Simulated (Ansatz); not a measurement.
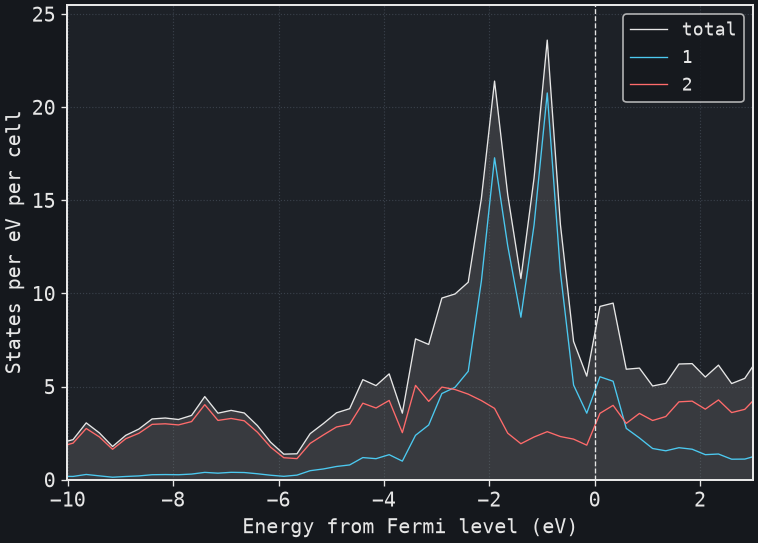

Density of states. Energies are counted from the Fermi level. The partial curves are projected on Löwdin-orthogonalised atomic shells.

The material is CoSn₂, space group Fddd (No. 70), 12 atoms in the cell, a structure borrowed from another compound.

Method: DFT with r2SCAN, PAW plane waves, no spin polarisation, 6×6×6 k mesh, 500 eV cutoff, Fermi-Dirac smearing of 0.019 eV (Ansatz 0.2.0).

The numbered curves are projections. Which is which? The candidates: Co, Sn.

1 is Co; 2 is Sn.

Metal or insulator, and how many states lie at the Fermi level?

It is a metal. The density of states at the Fermi level is about 7.4 per eV and cell (mean within 0.25 eV), or 0.62 per atom.

The run has no spin polarisation, so a magnetic state may lie lower. The structure was built from a prototype or by substitution, so it need not be a known phase. The atoms aren't at rest in this cell (largest force 0.4 eV/Å), so the relaxed material can differ. The cell is at −6 GPa in this functional.
